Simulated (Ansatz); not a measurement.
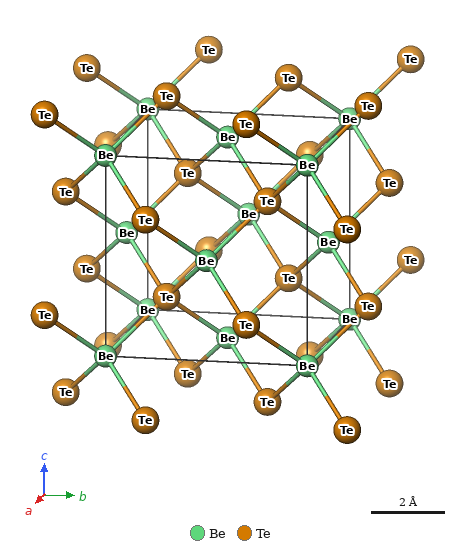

The starting point is crystalline BeTe (built on the zincblende type) at its r2SCAN-relaxed geometry. Style: ball-and-stick. Shown: the conventional cell (4 times the calculation's cell), slightly off an axis. Lengths and directions refer to the drawn axes.

Computed with DFT, r2SCAN with spin-orbit coupling, plane waves, PAW in Ansatz. Set-up: plane-wave cutoff 500 eV; k-point mesh 8 × 8 × 8; occupations fixed; spin-orbit.

Change: All lengths are scaled by +3.0 % (volume +9.3 %). The atoms were relaxed with r2SCAN under that strain, and this is a single point on that geometry.

> What is the effect?

It costs 30.9 meV per atom. The pressure goes from 0.0 to −4.4 GPa. All forces vanish by symmetry. The band gap: 2.09 eV before, 2.29 eV after. Some distances before and after: Be–Te 2.450 → 2.523 Å. The space group stays F-43m (No. 216).

Drawn alike, the variant:

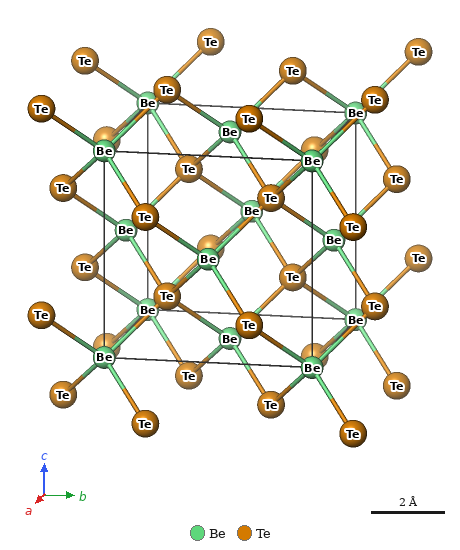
